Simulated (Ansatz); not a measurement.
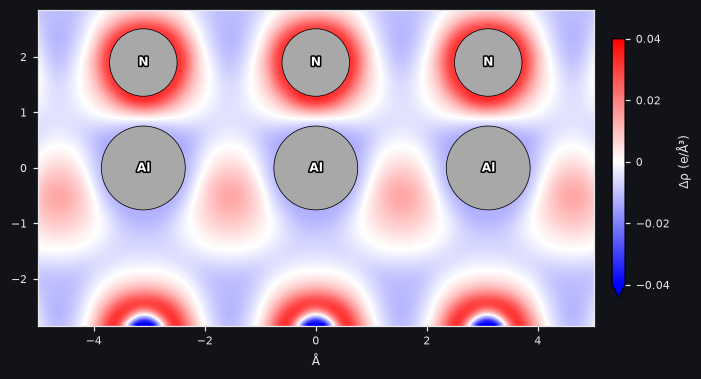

AlN. Difference of the valence pseudo-densities of two functionals at the same geometry, on the (100) plane of the calculation cell: r2SCAN less LDA.

Both computed with Ansatz (plane waves, PAW), on the same k-point mesh. Grey discs cover the atomic cores.

**Where does the change of functional move the electrons?**

Against LDA, r2SCAN gives less density around Al (−0.006 e/Å³ on average at 1.0 Å from the nucleus), more density around N (+0.025 e/Å³ on average at 0.8 Å from the nucleus) and a change of +0.006 e/Å³ at the midpoint of Al–N.
